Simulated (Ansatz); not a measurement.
AlRu (interface cell)

```yaml
crystal:
  lattice:
    - [3.00408, 0.00000, 0.00000]
    - [0.00000, 6.71734, 0.00000]
    - [0.00000, 0.00000, 14.23931]
  atoms:
    - { symbol: Al, position: [0.00000, 0.42932, 0.09560] }
    - { symbol: Al, position: [0.00000, 0.81511, 0.17523] }
    - { symbol: Al, position: [0.00000, 0.19382, 0.25045] }
    - { symbol: Al, position: [0.00000, 0.63356, 0.38388] }
    - { symbol: Ru, position: [0.50000, 0.70797, 0.03446] }
    - { symbol: Ru, position: [0.50000, 0.11394, 0.10672] }
    - { symbol: Ru, position: [0.50000, 0.51687, 0.23422] }
    - { symbol: Ru, position: [0.50000, 0.91272, 0.31823] }
    - { symbol: Ru, position: [0.50000, 0.30792, 0.38972] }
    - { symbol: Al, position: [0.00000, 0.04343, 0.45688] }
    - { symbol: Ru, position: [0.50000, 0.89208, 0.88972] }
    - { symbol: Ru, position: [0.50000, 0.28728, 0.81823] }
    - { symbol: Ru, position: [0.50000, 0.68313, 0.73422] }
    - { symbol: Ru, position: [0.50000, 0.08606, 0.60672] }
    - { symbol: Al, position: [0.00000, 0.15657, 0.95688] }
    - { symbol: Al, position: [0.00000, 0.56644, 0.88388] }
    - { symbol: Al, position: [0.00000, 0.00618, 0.75045] }
    - { symbol: Al, position: [0.00000, 0.38489, 0.67523] }
    - { symbol: Al, position: [0.00000, 0.77068, 0.59560] }
    - { symbol: Ru, position: [0.50000, 0.49203, 0.53446] }
```

Computed without spin polarisation.

The calculation used Ansatz 0.2.0, DFT PBE, scalar-relativistic, plane waves, PAW.

What can the converged valence pseudo-density and electron localisation function tell about the bonding?

Answer. Ru–Ru (2.40 Å): ρ is about 0.67 e/Å³ halfway; the ELF is about 0.35 at the midpoint.
Al–Ru (2.60 Å): the density is about 0.34 e/Å³ at the midpoint; the ELF is about 0.35 at the midpoint (no shared electron pair shows on this line).
Al–Ru (2.60 Å): ρ at the midpoint is about 0.34 e/Å³; the ELF is about 0.35 at the midpoint: no shared electron pair shows on this line.

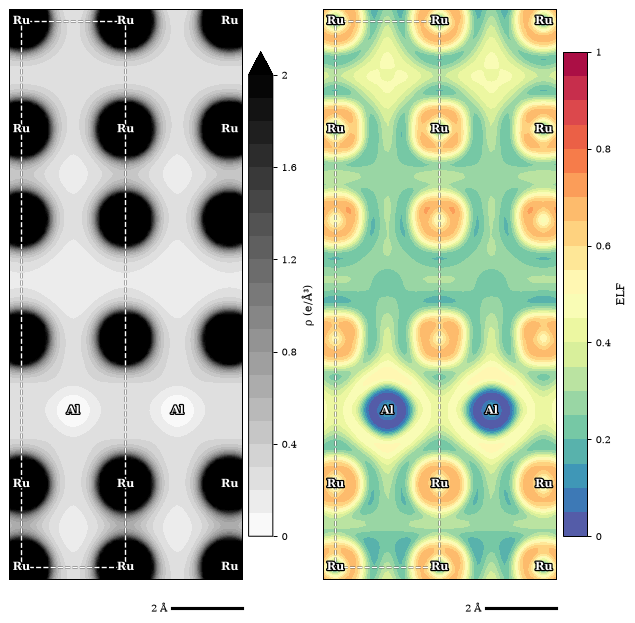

Computed valence pseudo-density and electron localisation function on the (011) plane of the calculation cell, in this order. Atoms just off the plane (Ru, 0.3 Å away) can leave unmarked features too.

The density is the valence pseudo-density of a PAW calculation; it isn't the true density close to the nuclei.
